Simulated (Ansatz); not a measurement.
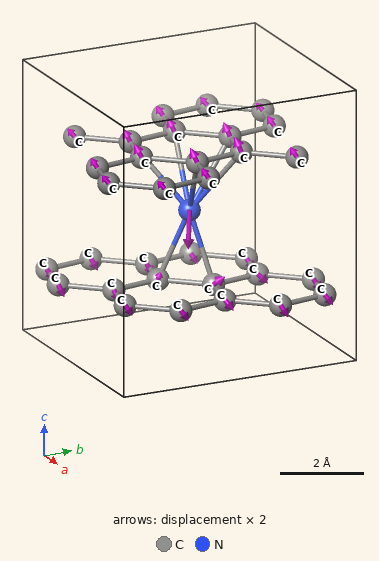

A relaxation of a defect cell of composition C$_{32}$N. The starting structure is drawn; purple arrows show the displacements, 2 times their true length.

Style: ball-and-stick. Shown: the cell of the calculation (origin shifted), slightly off an axis.

Case: N interstitial, charge +0, atoms relaxed. The atoms of the start lie slightly off their symmetric places, so part of the fall in energy undoes that.

Level of theory: Ansatz 0.2.0, DFT PBE+D3(BJ), scalar-relativistic, plane waves, PAW.

Input file:
```yaml
crystal:
  lattice:
    - [-4.9310759936, -4.2682922371, 0.0]
    - [4.9310759936, -4.2682922371, 0.0]
    - [0.0, 0.0, 6.7989836733]
  atoms:
    - { symbol: C, position: [0.4166550898, 0.1666550898, 0.7499969864] }
    - { symbol: C, position: [0.0416550898, 0.0416550898, 0.7499969864] }
    - { symbol: C, position: [0.6666550898, 0.9166550898, 0.7499969864] }
    - { symbol: C, position: [0.5416550898, 0.5416550898, 0.7499969864] }
    - { symbol: C, position: [0.1666550898, 0.4166550898, 0.7499969864] }
    - { symbol: C, position: [0.7916550898, 0.2916550898, 0.7499969864] }
    - { symbol: C, position: [0.2916550898, 0.7916550898, 0.7499969864] }
    - { symbol: C, position: [0.9166550898, 0.6666550898, 0.7499969864] }
    - { symbol: C, position: [0.6666550898, 0.4166550898, 0.2500030136] }
    - { symbol: C, position: [0.2916550898, 0.2916550898, 0.2500030136] }
    - { symbol: C, position: [0.9166550898, 0.1666550898, 0.2500030136] }
    - { symbol: C, position: [0.7916550898, 0.7916550898, 0.2500030136] }
    - { symbol: C, position: [0.4166550898, 0.6666550898, 0.2500030136] }
    - { symbol: C, position: [0.0416550898, 0.5416550898, 0.2500030136] }
    - { symbol: C, position: [0.5416550898, 0.0416550898, 0.2500030136] }
    - { symbol: C, position: [0.1666550898, 0.9166550898, 0.2500030136] }
    - { symbol: C, position: [0.8333449102, 0.5833449102, 0.2500030136] }
    - { symbol: C, position: [0.4583449102, 0.4583449102, 0.2500030136] }
    - { symbol: C, position: [0.0833449102, 0.3333449102, 0.2500030136] }
    - { symbol: C, position: [0.9583449102, 0.9583449102, 0.2500030136] }
    - { symbol: C, position: [0.5833449102, 0.8333449102, 0.2500030136] }
    - { symbol: C, position: [0.2083449102, 0.7083449102, 0.2500030136] }
    - { symbol: C, position: [0.7083449102, 0.2083449102, 0.2500030136] }
    - { symbol: C, position: [0.3333449102, 0.0833449102, 0.2500030136] }
    - { symbol: C, position: [0.5833449102, 0.3333449102, 0.7499969864] }
    - { symbol: C, position: [0.2083449102, 0.2083449102, 0.7499969864] }
    - { symbol: C, position: [0.8333449102, 0.0833449102, 0.7499969864] }
    - { symbol: C, position: [0.7083449102, 0.7083449102, 0.7499969864] }
    - { symbol: C, position: [0.3333449102, 0.5833449102, 0.7499969864] }
    - { symbol: C, position: [0.9583449102, 0.4583449102, 0.7499969864] }
    - { symbol: C, position: [0.4583449102, 0.9583449102, 0.7499969864] }
    - { symbol: C, position: [0.0833449102, 0.8333449102, 0.7499969864] }
    - { symbol: "N", position: [0.7516839965, 0.0150290576, 0.0144834097] }
basis:
  ecutwfc: 420
  xc_grid: 2
kpoints:
  mp_grid: { grid: [4, 4, 4], shift: [0.5, 0.5, 0.5] }
hamiltonian:
  xc: pbe
  dispersion: d3bj
scf:
  occupations: { method: gaussian, width: 0.1 }
output:
  forces: true
  stress: false
  eigenvalues: true
  write_density: true
  write_potential: true
  elf: true
  volumetric_format: npy
relax:
  adjacent_minimum: "off"
  f_tol: 0.02
  max_steps: 60
```

Launched with:
```bash
ansatz run input.yaml --threads 4 --pin off --max-ram 8192MiB --backend cpu --events-out ev --progress --plain --runs-dir out
```

> Atoms of which element are displaced furthest, and by how much?

Nitrogen: up to 0.48 Å, against 0.21 Å for carbon.

> What happened in the run?

The atom that moves furthest is N33 (0.48 Å roughly along −c). By element the largest moves are N 0.48 Å, C 0.21 Å. The cell doesn't change. Near-neighbour distances that change, for instance: C15–N33 2.130 → 2.709 Å, C21–N33 2.191 → 2.747 Å, C23–N33 2.082 → 2.628 Å, C3–N33 1.962 → 1.436 Å. Among the angles between lasting bonds that change: C3–C31–C7 120.0° → 117.4°, C1–C31–C7 120.0° → 122.2°. Over 8 accepted moves (9 points after the start) the energy falls by 2.824 eV per cell of the calculation. Largest force component: 5.4 eV/Å at the start, 0.013 eV/Å at the end. 1 step only repeated the SCF at the same geometry. The run took 5.1 min on 4 threads of Intel(R) Xeon(R) Platinum 8259CL CPU @ 2.50GHz (Skylake/Cascade Lake) (shared host), peak memory 1.4 GiB.

Limits of the set-up: the cell has an odd number of electrons but was run without spin polarisation; the periodic images lie only 6.5 Å apart, so the values are limited by the cell's size.
